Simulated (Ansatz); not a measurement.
## Geometry relaxation of Ni₃Ge (part 2 of 2)

Ni₃Ge (Pm-3m, 4 atoms in the cell); DFT PBEsol, scalar-relativistic, plane waves, PAW, no spin polarisation (Ansatz 0.2.0); cutoff 420 eV, 12×12×12 k-mesh, Gaussian smearing of 0.1 eV. The structure derives from a Materials Project entry.

Geometry of the input (Å; fractional positions):
```
3.5303  0.0000  0.0000
0.0000  3.5303  0.0000
0.0000  0.0000  3.5303
Ni 0.5000  0.0000  0.5000
Ni 0.0000  0.5000  0.5000
Ni 0.5000  0.5000  0.0000
Ge 0.0000  0.0000  0.0000
```

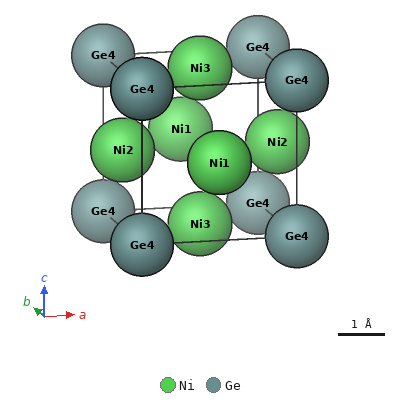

Figure 1. The geometry at step 2 of the log (spheres-only view of the cell of the calculation, seen slightly off an axis; atoms are numbered from 1 in the order of the input).

What the program printed, continued:
```
relax step   3: F+E_penalty+E_count = -21669.79340917 eV  Δ(F+E_penalty+E_count) = -1.482e-4 eV  max|allowed force component| = 1.418e-28 eV/Å  Δτ_max = 0.0000 Å  P = +0.004 GPa  Ω = 43.797 Å³  energy of the carried Pulay correction = +7.595e-5 eV  (6 SCF iters, dr2 threshold 4.00e-7 eV, accepted)
Initial wavefunctions: pseudopotential atomic-orbital guess (no wavefunctions were taken with the density)
iter 1 solved again at ethr=2.95e-8 eV; its pass at ethr=3.10e-3 eV (dr2=2.01e-5 eV) is discarded
SCF iter   1: F=—  HF=-21669.793351 eV  |F-HF|=—  |Δ(HF+E_count)|=         —  Δρ=6.16e-6  dr2=2.37e-9  ethr=2.95e-8  ⟨swp⟩=3.1  Hψ=21197  notcnv=0
preconditioner: auto → Kerker (q_TF=auto, 2.936 Å⁻¹)  [metal: Δε(μ)=0.031 eV  Ē_g=13.295 eV  σ=0.100 eV  W_gap=0.17  n_scr=18 (ndim 8)  ℏωp=37.2 eV  f_vac=0.000  D(μ)=2.06/eV (n_scr^D=18)]
SCF iter   2: F=—  HF=-21669.793343 eV  |F-HF|=—  |Δ(HF+E_count)|=   8.19e-6  Δρ=4.38e-6  dr2=3.80e-9  ethr=3.48e-12  ⟨swp⟩=3.1  Hψ=7247  notcnv=0
SCF iter   3: F=—  HF=-21669.793343 eV  |F-HF|=—  |Δ(HF+E_count)|=  9.82e-11  Δρ=1.72e-6  dr2=5.51e-10  ethr=3.48e-12  ⟨swp⟩=1.0  Hψ=3448  notcnv=0
iter 4 did not close the SCF: its close was put off for the readings that it lacked (scf_convergence_deferred on its scf_iter line)
SCF iter   4: F=-21669.793343 eV  HF=-21669.793343 eV  |F-HF|=7.28e-12  |Δ(HF+E_count)|=  1.06e-10  Δρ=3.46e-7  dr2=3.77e-11  ethr=1.00e-12  ⟨swp⟩=2.0  Hψ=4637  notcnv=0
iter 5 did not close the SCF: its close was put off for the readings that it lacked (scf_convergence_deferred on its scf_iter line)
SCF iter   5: F=-21669.793343 eV  HF=-21669.793343 eV  |F-HF|=3.64e-12  |Δ(HF+E_count)|=  3.64e-12  Δρ=8.23e-8  dr2=2.84e-12  ethr=1.00e-12  ⟨swp⟩=1.0  Hψ=3444  notcnv=0
iter 6 did not close the SCF: its close was put off for the readings that it lacked (scf_convergence_deferred on its scf_iter line)
SCF iter   6: F=-21669.793343 eV  HF=-21669.793343 eV  |F-HF|=3.64e-12  |Δ(HF+E_count)|=  3.64e-12  Δρ=4.86e-8  dr2=1.40e-12  ethr=1.00e-12  ⟨swp⟩=1.0  Hψ=3444  notcnv=0
iter 7 did not close the SCF: its close was put off for the readings that it lacked (scf_convergence_deferred on its scf_iter line)
SCF iter   7: F=-21669.793343 eV  HF=-21669.793343 eV  |F-HF|=7.28e-12  |Δ(HF+E_count)|=  7.28e-12  Δρ=1.40e-8  dr2=1.72e-13  ethr=1.00e-12  ⟨swp⟩=1.0  Hψ=3444  notcnv=0
SCF iter   8: F=-21669.793343 eV  HF=-21669.793343 eV  |F-HF|=1.09e-11  |Δ(HF+E_count)|=  3.64e-12  Δρ=3.68e-9  dr2=9.36e-15  ethr=1.00e-12  ⟨swp⟩=3.0  Hψ=12426  notcnv=0
SCF 4 converged in 8 iterations: F = -21669.793343 eV  dr2 = 9.36e-15
relax step   4: F+E_penalty+E_count = -21669.79334312 eV  Δ(F+E_penalty+E_count) = +6.606e-5 eV  max|allowed force component| = 6.048e-29 eV/Å  Δτ_max = 0.0000 Å  P = +0.006 GPa  Ω = 43.797 Å³  stress off target by 6.29e-3 GPa  SCF on the basis re-selected at this cell (its energy is not comparable with the rows above)  (8 SCF iters)
basis re-selected at this cell: Δ(F+E_penalty+E_count) = +6.606e-5 eV, ΔP = +0.002 GPa vs the last step (what re-selecting the basis moved, of the pressure what is left beyond the Pulay correction that the steps carried, after the strain that the cell walked since its last selection, with what the two solves' SCF thresholds leave and, on support functions, any second-order correction that the steps lacked; it is no measure of the basis error at this ecutwfc). This SCF's stress stands 6.29e-3 GPa from its target on what of the cell is left free (relax.cell.stress_tol is 5.00e-2 GPa) and its largest allowed force component is 6.05e-29 eV/Å (relax.f_tol is 5.00e-3 eV/Å): within both
SCF converged after 8 iterations
Free energy (F): -21669.793343 eV
Harris-Foulkes:  -21669.793343 eV  (|F-HF|=1.09e-11)
Internal energy: -21669.783038 eV  (E = F + TS)
E sigma→0 (E₀):  -21669.788191 eV
Entropy (-TS):   -0.010305 eV (-2.576 meV/atom)
Fermi energy:    18.666171 eV
--- Per-component energies (eV) ---
  E_band       = -832.411085
  E_kinetic    = 969.405017
  E_local      = -12142.703985  (includes V_loc(G=0)·N_el)
  E_nonlocal   = 2336.959545
  E_hartree    = 5148.996136
  E_xc         = -331.732677
  E_vxc        = -397.238975  (∫ρ·V_xc dr)
  E_paw        = -6771.219011  (= ΣΔE_a)
  E_vpaw       = -1896.827127  (= ΣTr[D̂ρ^β])
  E_aug_tail   = 0.002174  (compensation charges beyond the density's cutoff)
  E_ewald      = -10881.000040
  E_core_change = 1.509803  (= ΣΔE_core)
  E_smearing   = -0.010305  (= −TS)
  E_closure    = 0.000000  (closes the sum)
  Σ components = -21669.793343   (vs F -21669.793343, Δ=0.00e0)
--- Forces (eV/Å), atoms counted from 1 ---
  atom   1  Ni     0.00000000     0.00000000    -0.00000000
  atom   2  Ni     0.00000000    -0.00000000    -0.00000000
  atom   3  Ni     0.00000000    -0.00000000    -0.00000000
  atom   4  Ge    -0.00000000    -0.00000000     0.00000000
  max |Σ_I F_I| component: 9.47e-29 eV/Å
--- Stress (GPa, compression-positive) ---
        0.006292       0.000000       0.000000
        0.000000       0.006292      -0.000000
        0.000000      -0.000000       0.006292
  P = ⅓ Tr σ = 0.0063 GPa (0.063 kbar)
--- Band table (eV; the first three rows and the last of 84) ---
  k-point 0: bands = ["-84.1541", "-84.1200", "-84.1200", "-44.7773", "-44.7773", "-44.7773", "-44.7238", "-44.7238", "-44.7238", "-44.5632", "-44.5632", "-44.5632", "-5.9882", "-5.9882", "-5.9732", "-5.9732", "-5.9732", "6.0172", "13.7124", "14.7945", "14.7945", "15.2177", "15.2177", "15.2177", "17.1917", "17.1917", "17.1917", "17.6385", "17.6385", "17.6385", "18.0758", "18.0758", "18.3805", "18.6963", "18.6963", "18.6963", "22.6382", "25.5361", "25.5361", "29.1728", "29.1728"]
  k-point 1: bands = ["-84.1536", "-84.1205", "-84.1200", "-44.7761", "-44.7761", "-44.7757", "-44.7242", "-44.7242", "-44.7239", "-44.5651", "-44.5640", "-44.5640", "-5.9879", "-5.9864", "-5.9732", "-5.9732", "-5.9731", "6.0966", "13.7223", "14.6482", "14.8497", "15.2043", "15.2043", "15.2373", "16.9474", "16.9474", "17.1687", "17.3681", "17.8225", "17.8225", "18.0758", "18.0809", "18.3464", "18.6964", "18.8393", "18.8393", "22.8857", "25.5317", "25.8204", "28.9261", "28.9984"]
  k-point 2: bands = ["-84.1521", "-84.1220", "-84.1200", "-44.7726", "-44.7726", "-44.7710", "-44.7253", "-44.7253", "-44.7242", "-44.5705", "-44.5663", "-44.5663", "-5.9870", "-5.9814", "-5.9732", "-5.9732", "-5.9729", "6.3309", "13.5890", "14.3351", "15.0093", "15.1582", "15.1582", "15.2936", "16.6563", "16.6563", "16.9664", "17.1030", "17.8804", "17.8804", "18.0033", "18.0707", "18.2497", "18.6966", "19.3334", "19.3334", "23.2496", "25.5193", "26.6636", "28.3224", "28.3224"]
  k-point 83: bands = ["-84.1312", "-84.1312", "-84.1312", "-44.8014", "-44.8014", "-44.8014", "-44.7226", "-44.6718", "-44.6718", "-44.6718", "-44.5316", "-44.5316", "-5.9865", "-5.9865", "-5.9865", "-5.9478", "-5.9478", "9.6006", "14.4944", "14.4944", "14.4944", "14.7609", "14.7609", "14.7609", "16.4575", "16.4575", "16.4575", "17.3122", "17.3122", "17.3122", "17.4880", "17.4880", "18.0436", "18.4631", "18.4631", "18.4631", "19.3823", "22.8688", "22.8688", "22.8688", "36.0189"]
--- Relaxed structure (3 steps of the walk, 3 accepted, 1 SCFs on fresh bases) ---
  F+E_penalty+E_count = -21669.79334312 eV   max|allowed force component| = 6.048e-29 eV/Å   (the final SCF, on the basis selected at the relaxed cell)
  cell:  # Å, volume = 43.7971 Å³
    - [3.5249142745796336, -6.419766481290786e-35, -1.1234591342258874e-34]
    - [-8.024708101613482e-35, 3.5249142745796336, 1.2037062152420223e-35]
    - [-4.814824860968089e-35, 1.2037062152420223e-35, 3.5249142745796336]
  atoms:
    - { symbol: Ni, position: [0.49999999999999994, -6.819219817805796e-36, 0.49999999999999994] }
    - { symbol: Ni, position: [1.1081232204457198e-35, 0.49999999999999994, 0.49999999999999994] }
    - { symbol: Ni, position: [0.49999999999999994, 0.49999999999999994, -2.8413415905551436e-37] }
    - { symbol: Ge, position: [-2.187833024925727e-35, 4.546146545192147e-36, 1.988939113587073e-36] }
```

Trajectory as extended XYZ (Å, eV, eV/Å), 4 frames, from step=1 to step=4:
```
4
Lattice="3.5303 0.0000 0.0000 0.0000 3.5303 0.0000 0.0000 0.0000 3.5303" Properties=species:S:1:pos:R:3:forces:R:3 step=1 energy=-21669.79271 pressure_GPa=-0.99
Ni    1.7652    0.0000    1.7652    0.0000   0.0000   0.0000
Ni    0.0000    1.7652    1.7652    0.0000   0.0000   0.0000
Ni    1.7652    1.7652    0.0000    0.0000   0.0000   0.0000
Ge    0.0000    0.0000    0.0000    0.0000   0.0000   0.0000
4
Lattice="3.5273 0.0000 0.0000 0.0000 3.5273 0.0000 0.0000 0.0000 3.5273" Properties=species:S:1:pos:R:3:forces:R:3 step=2 energy=-21669.79326 pressure_GPa=-0.43
Ni    1.7636    0.0000    1.7636    0.0000   0.0000   0.0000
Ni    0.0000    1.7636    1.7636    0.0000   0.0000   0.0000
Ni    1.7636    1.7636    0.0000    0.0000   0.0000   0.0000
Ge    0.0000    0.0000    0.0000    0.0000   0.0000   0.0000
4
Lattice="3.5249 0.0000 0.0000 0.0000 3.5249 0.0000 0.0000 0.0000 3.5249" Properties=species:S:1:pos:R:3:forces:R:3 step=3 energy=-21669.79341 pressure_GPa=0.00
Ni    1.7625    0.0000    1.7625    0.0000   0.0000   0.0000
Ni    0.0000    1.7625    1.7625    0.0000   0.0000   0.0000
Ni    1.7625    1.7625    0.0000    0.0000   0.0000   0.0000
Ge    0.0000    0.0000    0.0000    0.0000   0.0000   0.0000
4
Lattice="3.5249 0.0000 0.0000 0.0000 3.5249 0.0000 0.0000 0.0000 3.5249" Properties=species:S:1:pos:R:3:forces:R:3 step=4 energy=-21669.79334 pressure_GPa=0.01
Ni    1.7625    0.0000    1.7625    0.0000   0.0000   0.0000
Ni    0.0000    1.7625    1.7625    0.0000   0.0000   0.0000
Ni    1.7625    1.7625    0.0000    0.0000   0.0000   0.0000
Ge    0.0000    0.0000    0.0000    0.0000   0.0000   0.0000
```

Key numbers:

- outcome: converged
- space group (tolerance 0.01 Å): Pm-3m (221)
- electrons treated: 68
- free energy: −21669.7933 eV
- Fermi energy: 18.666 eV
- gap on the k-point mesh: none (metallic)
- pressure: 0.01 GPa
- final volume: 43.80 Å³
- largest force (length of the vector) at the end: under 0.001 eV/Å
- final cell: a = 3.525 Å, b = 3.525 Å, c = 3.525 Å, α = 90.00°, β = 90.00°, γ = 90.00°
- hardware: 2 threads of Intel Xeon @ 2.50GHz (Skylake/Cascade Lake), 189 GiB of memory available, shared host
- wall time: 38 s (CPU time 73 s)
- peak memory: 0.47 GiB

Notes:

The run has no spin polarisation, so a magnetic state may lie lower.
